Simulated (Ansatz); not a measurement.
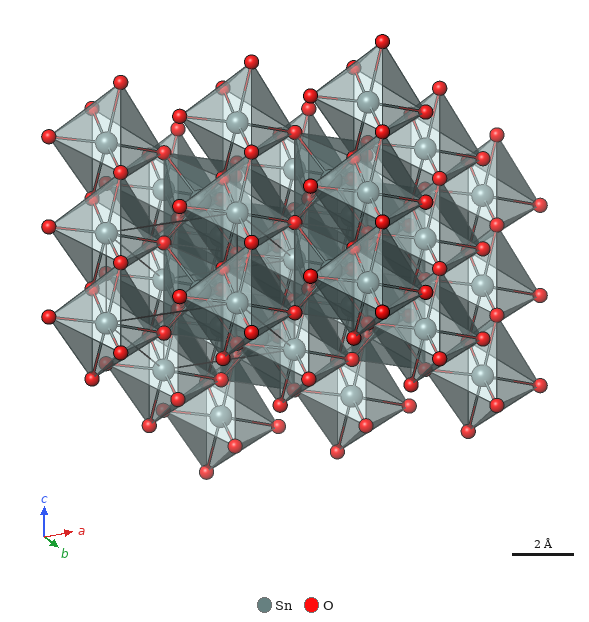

*The structure (polyhedral view of the cell of the calculation, repeated 2 × 2 × 2, seen at an oblique angle; polyhedra are completed across the faces of the cell). An atom can appear more than once, as a periodic image.*

**Run report: SnO2, single-point calculation**

The run: single-point calculation of SnO2 (6 atoms in the cell). Method and program: DFT LDA, scalar-relativistic, plane waves, PAW, PAW set soft_1, no spin polarisation (Ansatz 0.2.0).

The structure derives from a Materials Project entry. Figures and captions count atoms from 1; the log counts them from 0 in places.

The program's output:
```
Warning: [file] the record states the generating functional pbe (its physics header spells it `PBE`), which answers neither for hamiltonian.xc's functional nor for the lda family's — results may be inconsistent (PPs are generated against a specific XC)
Warning: [file] the record states the generating functional pbe (its physics header spells it `PBE`), which answers neither for hamiltonian.xc's functional nor for the lda family's — results may be inconsistent (PPs are generated against a specific XC)
Engine: ansatz 0.2.0, x86_64-unknown-linux-gnu
Pseudopotentials: kind: paw
Pseudopotential: Sn, paw, valence charge 14, recommended cutoff 420 eV (normal), [file]
Pseudopotential: O, paw, valence charge 6, recommended cutoff 420 eV (normal), [file]
Functional definition: SPW92
  exchange = slater_x
  correlation = pw_c
Crystal: 6 atoms, lattice volume = 71.053 Å³
Basis set: ecut = 520 eV, 1931 PW (Γ)
Bands: 32, of which v1, the nominal top of the filled ones, is band 26 counted from 1 (25 counted from 0)
Symmetry: 4 space group operations
Space group: P21212 (ITA 18), of the structure as read, at distance tolerance 4.1e-5 Å
k-points: 80 of 288 (time reversal used)
Non-local potential: Sn, projectors of the file, l = 0: 2, l = 1: 2, l = 2: 2, l = 3: 1
Non-local potential: O, projectors of the file, l = 0: 2, l = 1: 2, l = 2: 1
PAW form: soft (Blöchl's): semilocal exchange-correlation on the pseudo side does not see the compensation charge
PAW frozen core: Sn, regenerated for the run's functional, and the local potential with it (the file was generated under x = pbe(κ = 0.804, μ = 0.2195149727645171), c = pbe(β = 0.06672455060314922))
PAW frozen core: O, regenerated for the run's functional, and the local potential with it (the file was generated under x = pbe(κ = 0.804, μ = 0.2195149727645171), c = pbe(β = 0.06672455060314922))
PAW one-centre angular grid: Sn, 590 points (default); XC on 64 Gauss nodes
PAW one-centre angular grid: O, 110 points (default); XC on 64 Gauss nodes
Initial density: superposition of atomic densities (chi_scale 0.1, normalization cell, long waves kept (reshape's long-wave potential 0.00 eV rms))
Initial wavefunctions: pseudopotential atomic-orbital guess
Functional: x = slater, c = lda
SCF iter   1: F=—  HF=-13981.084595 eV  |F-HF|=—  |Δ(HF+E_count)|=         —  Δρ=7.06e-2  dr2=2.71e0  ethr=3.10e-3  ⟨swp⟩=6.1  Hψ=11707  notcnv=0
preconditioner: auto → Resta (q_TF=auto, 2.590 Å⁻¹)  ε∞=3.5  [insulator: Δε(μ)=1.605 eV  Ē_g=19.987 eV  σ=0.050 eV  W_gap=1.00  n_scr=18 (ndim 8)  ℏωp=31.8 eV  f_vac=0.000  D(μ)=0.00/eV (n_scr^D=0)  ε∞_Penn≈3.5]
SCF iter   2: F=—  HF=-13980.516578 eV  |F-HF|=—  |Δ(HF+E_count)|=   5.68e-1  Δρ=3.51e-2  dr2=6.60e-1  ethr=3.10e-3  ⟨swp⟩=3.0  Hψ=5614  notcnv=0  defer=146
SCF iter   3: F=—  HF=-13980.337964 eV  |F-HF|=—  |Δ(HF+E_count)|=   1.79e-1  Δρ=5.07e-3  dr2=1.56e-2  ethr=1.27e-3  ⟨swp⟩=2.7  Hψ=4410  notcnv=0  defer=146
SCF iter   4: F=—  HF=-13980.336283 eV  |F-HF|=—  |Δ(HF+E_count)|=   1.68e-3  Δρ=8.87e-4  dr2=3.66e-4  ethr=3.00e-5  ⟨swp⟩=2.7  Hψ=4529  notcnv=0  defer=146
SCF iter   5: F=—  HF=-13980.336390 eV  |F-HF|=—  |Δ(HF+E_count)|=   1.07e-4  Δρ=1.27e-4  dr2=1.19e-5  ethr=7.03e-7  ⟨swp⟩=2.1  Hψ=4012  notcnv=0  defer=146
SCF iter   6: F=—  HF=-13980.336388 eV  |F-HF|=—  |Δ(HF+E_count)|=   2.55e-6  Δρ=2.53e-5  dr2=4.58e-7  ethr=2.28e-8  ⟨swp⟩=2.2  Hψ=3739  notcnv=0  defer=146
SCF iter   7: F=-13980.336388 eV  HF=-13980.336388 eV  |F-HF|=2.24e-8  |Δ(HF+E_count)|=   6.87e-8  Δρ=7.14e-6  dr2=3.11e-8  ethr=1.92e-10  ⟨swp⟩=16.2  Hψ=22331  notcnv=0
SCF 1 converged in 7 iterations: F = -13980.336388 eV  dr2 = 3.11e-8
  greatest PAW one-centre occupation: 0.998 electrons in one spin orbital (limit 2), on the Sn atom at site 0 (counted from 0), in its partial waves of l = 2
```

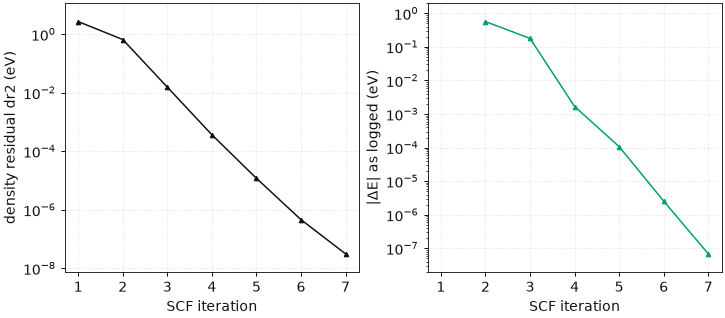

*Convergence of the self-consistent field: density residual dr2 and size of the energy change against the SCF iteration.*

The residual falls at every step.

```
SCF converged after 7 iterations
Free energy (F): -13980.336388 eV
Harris-Foulkes:  -13980.336388 eV  (|F-HF|=2.24e-8)
Internal energy: -13980.336388 eV  (E = F + TS)
E sigma→0 (E₀):  -13980.336388 eV
Fermi energy:    9.892453 eV
--- Per-component energies (eV) ---
  E_band       = -124.098650
  E_kinetic    = 1017.360434
  E_local      = -3162.845253  (includes V_loc(G=0)·N_el)
  E_nonlocal   = 519.403162
  E_hartree    = 1433.748454
  E_xc         = -530.029109
  E_vxc        = -523.186466  (∫ρ·V_xc dr)
  E_paw        = -9068.223166  (= ΣΔE_a)
  E_vpaw       = -842.326373  (= ΣTr[D̂ρ^β])
  E_aug_tail   = 0.001043  (compensation charges beyond the density's cutoff)
  E_ewald      = -4190.989421
  E_core_change = 1.237468  (= ΣΔE_core)
  E_smearing   = -0.000000  (= −TS)
  E_closure    = 0.000000  (closes the sum)
  Σ components = -13980.336388   (vs F -13980.336388, Δ=0.00e0)
--- Forces (eV/Å), atoms counted from 1 ---
  atom   1  Sn     0.00000000     0.00000000    -1.61823962
  atom   2  Sn     0.00000000     0.00000000     1.61823962
  atom   3  O     -0.12540823    -0.12569263     1.38041932
  atom   4  O     -0.12540823     0.12569263    -1.38041932
  atom   5  O      0.12540823    -0.12569263    -1.38041932
  atom   6  O      0.12540823     0.12569263     1.38041932
  max |Σ_I F_I| component: 2.22e-16 eV/Å
--- Stress (GPa, compression-positive) ---
        1.503956       0.000000       0.000000
        0.000000       1.500789       0.000000
        0.000000       0.000000       1.310630
  P = ⅓ Tr σ = 1.4385 GPa (14.385 kbar)
--- Band table (eV; the first three rows and the last of 80) ---
  k-point 0: bands = ["-11.7206", "-10.9446", "-10.6916", "-10.6916", "-10.6560", "-10.5452", "-10.4936", "-10.3957", "-10.3791", "-10.3790", "-9.5314", "-7.4923", "-7.4920", "-5.6700", "1.0015", "5.1143", "5.1170", "5.2605", "6.0744", "7.2198", "7.3897", "8.0088", "8.0090", "8.5272", "8.5273", "9.3191", "10.4658", "15.1221", "15.4489", "15.4499", "19.4439", "19.7092"]
  k-point 1: bands = ["-11.6464", "-10.8522", "-10.8340", "-10.8340", "-10.6271", "-10.5572", "-10.4868", "-10.4002", "-10.4001", "-10.3964", "-9.4469", "-7.2509", "-7.2507", "-5.7857", "0.9728", "5.1256", "5.2582", "5.2607", "6.1772", "6.2329", "7.2625", "7.4345", "7.4347", "8.5559", "8.5561", "9.1851", "11.4166", "15.4219", "16.1006", "16.1015", "18.6252", "20.4735"]
  k-point 2: bands = ["-11.4530", "-11.1280", "-11.1280", "-10.7101", "-10.5555", "-10.5351", "-10.4689", "-10.4421", "-10.4421", "-10.3995", "-9.1510", "-6.7120", "-6.7119", "-6.1541", "0.9575", "4.5919", "4.9931", "5.5876", "5.5889", "6.4204", "6.4216", "6.4754", "6.7868", "8.4589", "8.4594", "8.8088", "13.0011", "15.8521", "17.5278", "17.5286", "18.0925", "20.7385"]
  k-point 79: bands = ["-11.4790", "-11.4790", "-10.9908", "-10.9908", "-10.4992", "-10.4992", "-10.4163", "-10.4163", "-10.3796", "-10.3796", "-7.4922", "-7.4922", "-6.0820", "-6.0820", "1.1370", "1.1370", "4.1489", "4.1489", "6.6509", "6.6509", "6.8492", "6.8492", "8.3449", "8.3449", "8.4517", "8.4517", "14.0138", "14.0138", "17.8953", "17.8953", "20.1657", "20.1657"]
```

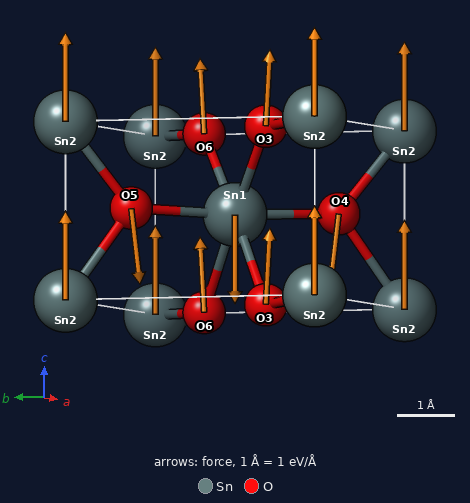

*Forces on the atoms as orange arrows (ball-and-stick view of the cell of the calculation, seen at an oblique angle; atoms are numbered from 1 in the order of the input).*

The largest act on Sn1, Sn2 (1.62 eV/Å); all 4 O atoms (1.39 eV/Å). The geometry is not a stationary point of this energy.

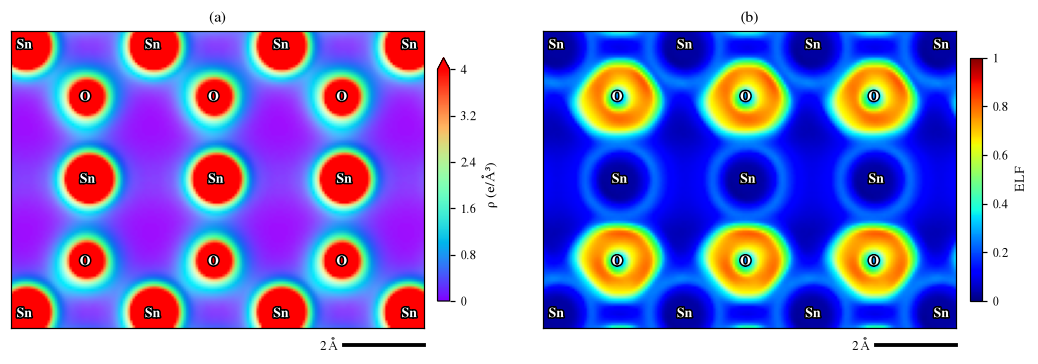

*(a) valence pseudo-density; (b) ELF on the (11̄0) plane of the conventional cell.*

Sn–O (1.99 Å): ρ is about 0.75 e/Å³ halfway; the ELF is about 0.30 at the midpoint. Sn–O (2.04 Å): ρ at the midpoint is about 0.66 e/Å³; the ELF is about 0.25 at the midpoint. Sn–O (2.12 Å): ρ at the midpoint is about 0.57 e/Å³; the ELF is about 0.25 at the midpoint. Away from the nuclei the density in this plane falls to 0.05 e/Å³ at its lowest. In a PAW calculation such maps are meaningful between the atoms, not at the nuclei.

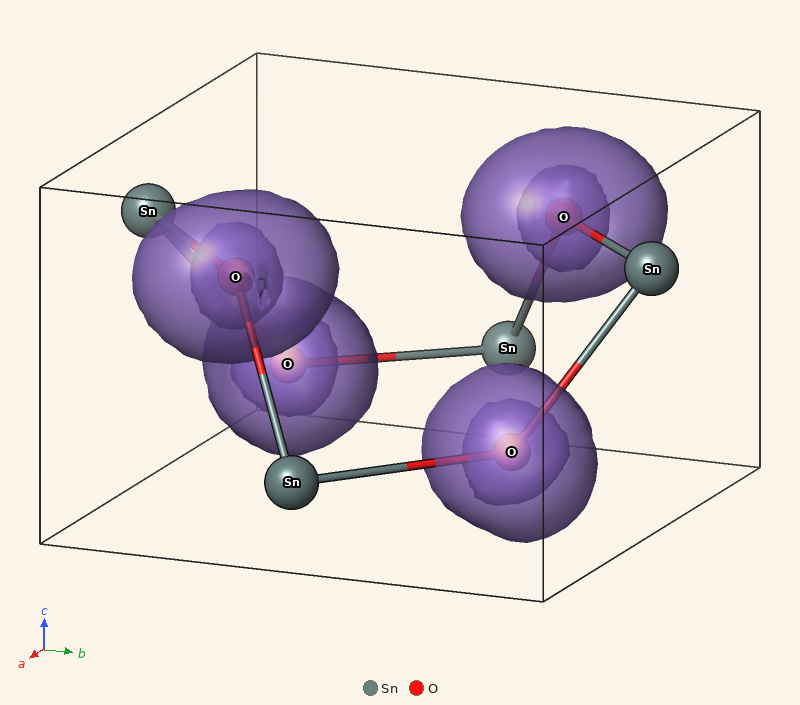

*Isosurface of the electron localisation function at 0.75 (purple), seen slightly off an axis. Only the valence region is drawn (cores and ρ < 0.01 e/Å³ removed). Sticks mark near contacts. The outline is the cell set on symmetry axes.*

Values along the shortest contacts: Sn–O (1.99 Å): the ELF is about 0.30 at the midpoint. Sn–O (2.04 Å): the ELF is about 0.25 at the midpoint.

The run was set up as follows.

Input file:
```yaml
crystal:
  lattice:
    - [4.7201335122, 0.0, 0.0]
    - [0.0, 4.7206343096, 0.0]
    - [0.0, 0.0, 3.1888226875]
  atoms:
    - { symbol: Sn, position: [0.5, 0.5, 0.5036858593] }
    - { symbol: Sn, position: [0.0, 0.0, -0.0036858593] }
    - { symbol: O, position: [0.305992035, 0.3061675039, -0.023519652] }
    - { symbol: O, position: [0.805992035, 0.1938324961, 0.523519652] }
    - { symbol: O, position: [0.194007965, 0.8061675039, 0.523519652] }
    - { symbol: O, position: [0.694007965, 0.6938324961, -0.023519652] }
basis:
  ecutwfc: 520.0
kpoints:
  mp_grid: { grid: [6, 6, 8] }
hamiltonian:
  xc: lda
  pseudopotentials: { kind: paw, azcp: { folder: soft_1 } }
scf:
  occupations: { method: gaussian, width: 0.05 }
output:
  forces: true
  stress: true
  eigenvalues: true
  write_density: true
  write_potential: true
  elf: true
  volumetric_format: npy
```

Run as:
```bash
ansatz run input.yaml --threads 2 --pin off --max-ram 4096MiB --backend cpu --events-out ev --progress --plain --runs-dir out
```

Summary:

```json
{"quantity": "outcome", "value": "converged"}
{"quantity": "space group (tolerance 0.01 Å)", "value": "P-42₁m (113)"}
{"quantity": "electrons treated", "value": "52"}
{"quantity": "free energy", "value": "−13980.3364 eV"}
{"quantity": "Fermi energy", "value": "9.892 eV"}
{"quantity": "gap on the k-point mesh", "value": "1.15 eV"}
{"quantity": "pressure", "value": "1.44 GPa"}
{"quantity": "largest force (length of the vector)", "value": "1.618 eV/Å"}
{"quantity": "hardware", "value": "2 threads of Intel Xeon @ 2.90GHz (Ice Lake), 192 GiB of memory available, shared host"}
{"quantity": "wall time", "value": "12 s (CPU time 22 s)"}
{"quantity": "peak memory", "value": "0.49 GiB"}
```

Remarks:

Warnings of the run: the PAW datasets were made with another functional.
